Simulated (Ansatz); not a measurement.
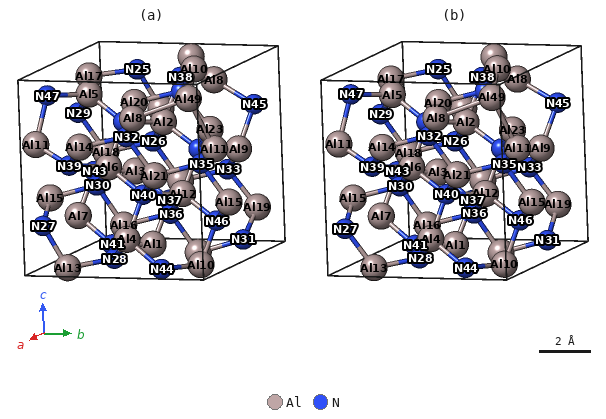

The structure of a defect cell of composition Al₂₅N₂₄ (cell charge +2) before (left) and after (right) a relaxation, at one scale.

A ball-and-stick model of the cell of the calculation, seen slightly off an axis.

Case: Al interstitial, charge +2, atoms relaxed at the host's cell.

Computed with DFT PBE, scalar-relativistic, plane waves, PAW in Ansatz 0.2.0. Set-up: plane-wave cutoff 420 eV; k-point mesh 2 × 2 × 2; occupations gaussian; smearing width 0.01 eV; mesh shifted by (0.5, 0.5, 0.5); collinear spin; atoms relaxed in a fixed cell; force threshold 0.025 eV/Å; at most 45 steps.

Question: Describe what moved and what it gained.

Answer: The energy falls by 0.856 eV per cell of the calculation in 5 accepted moves (6 points after the start). The largest force component goes from 2.1 to 0.0063 eV/Å. The line search rejected the trial step at point 3 of the run. The largest moves, 0.15 Å, are those of Al atoms. By element the largest moves are Al 0.15 Å, N 0.13 Å. The cell doesn't change. Among the contacts that change: Al–N 2.326 → 2.186 Å, Al–N 1.890 → 1.844 Å, Al–N 1.859 → 1.902 Å, Al–N 1.852 → 1.885 Å. Among the angles between lasting bonds that change: Al–N–Al 101.9° → 114.8°, N–Al–Al 84.8° → 76.6°, N–Al–N 123.2° → 115.4°. Cost: 50 s on 4 threads of Intel(R) Xeon(R) 6975P-C (Granite Rapids) (shared host), peak memory 1.7 GiB.

Limits of the set-up: the periodic images lie only 8.0 Å apart, so the values are limited by the cell's size; the cell is charged, on a uniform background, and energies carry no finite-size correction.
